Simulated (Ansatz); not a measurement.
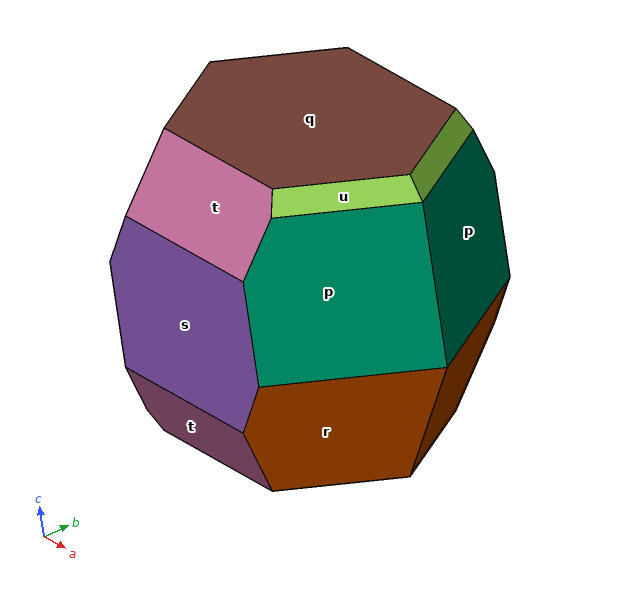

The shape was computed with the Donnay–Harker form of the Bravais–Friedel law: planes with larger spacing d grow more slowly and so show as larger faces; centring, glide planes and screw axes halve or divide d. Faces of one form share a colour. Cell of Ni: space group C2/c (No. 15), a = 2.450 Å, b = 4.330 Å, c = 4.260 Å, α = 90.00°, β = 102.03°, γ = 90.00°. The structure is the input geometry of an electronic-structure calculation and need not be at equilibrium. It was generated, so it need not be a known form of this composition. Forms under 0.4 % of the area are left out.

Give the Miller indices of each colour.

teal (p): {110} (d = 2.10 Å, 26 % of the area); brown (q): {002} (d = 2.08 Å, 22 % of the area); orange (r): {1 1 -1} (d = 2.03 Å, 22 % of the area); purple (s): {020} (d = 2.16 Å, 14 % of the area); pink (t): {021} (d = 1.92 Å, 13 % of the area); green (u): {111} (d = 1.75 Å, 3 % of the area).
